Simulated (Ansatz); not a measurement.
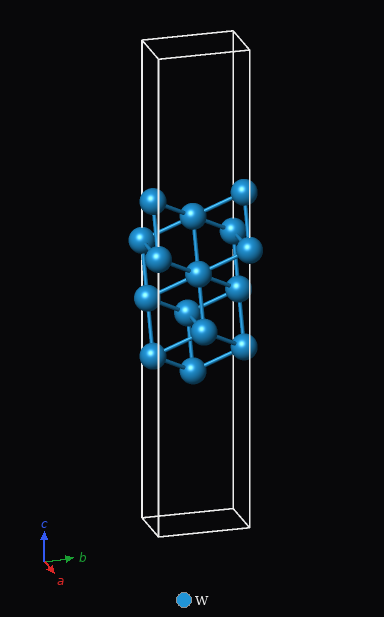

Ball-and-stick drawing of the structure, looking from a general direction. The edges of the simulation cell are marked.

What is this?

- The element is tungsten.
- The cell holds eight atoms.
- Coordination numbers (contacts within bonding distance): W 5 to 8 (mean 7.0). Not all metal-metal contacts are counted.
- The bonds build W layers parallel to (001).

Its origin is the standard structure of this element; a slab was cut from it. Earlier steps of the study may have refined or changed the cell and positions. A calculation with Ansatz used it as input.

At this level of theory the cell isn't at rest (forces up to 2.1 eV/Å), so its distances can differ from those at equilibrium, the more so the softer the solid.
